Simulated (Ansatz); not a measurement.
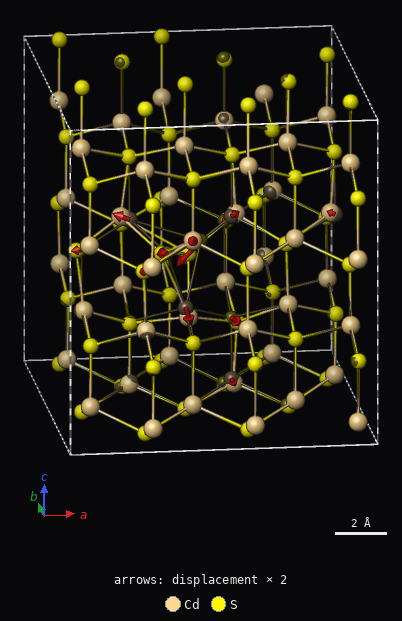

A relaxation of a defect cell of composition Cd48S49. The starting structure is drawn faded, the final one solid; red arrows show the displacements, magnified 2 times.

A ball-and-stick model of the cell of the calculation (origin shifted), seen from a free direction.

Method: Ansatz 0.2.0, DFT, PBEsol, PAW, plane waves. (plane-wave cutoff 420 eV; k-point mesh 1 × 1 × 1; mesh shifted by (0.25, 0.25, 0.25); no spin polarisation; atoms relaxed in a fixed cell; force threshold 0.03 eV/Å; at most 80 steps)

> Which element moves most?

Sulfur: up to 0.77 Å, against 0.44 Å for cadmium.

> What happened in the run?

The energy falls by 12.984 eV per cell of the calculation in 8 geometry steps. Largest force component: 36 eV/Å at the start, 0.0092 eV/Å at the end. The largest move is that of an S atom, 0.77 Å along [−3 1 −3]. Largest moves by element: S 0.77 Å, Cd 0.44 Å. The cell doesn't change. Among the contacts that change: Cd–S 1.596 → 2.481 Å, Cd–S 1.964 → 2.491 Å, Cd–S 2.810 → 3.167 Å, Cd–S 2.763 → 2.539 Å. Among the angles between lasting bonds that change: Cd–S–S 137.5° → 116.6°, Cd–S–S 66.9° → 85.7°, S–Cd–S 112.1° → 94.0°.
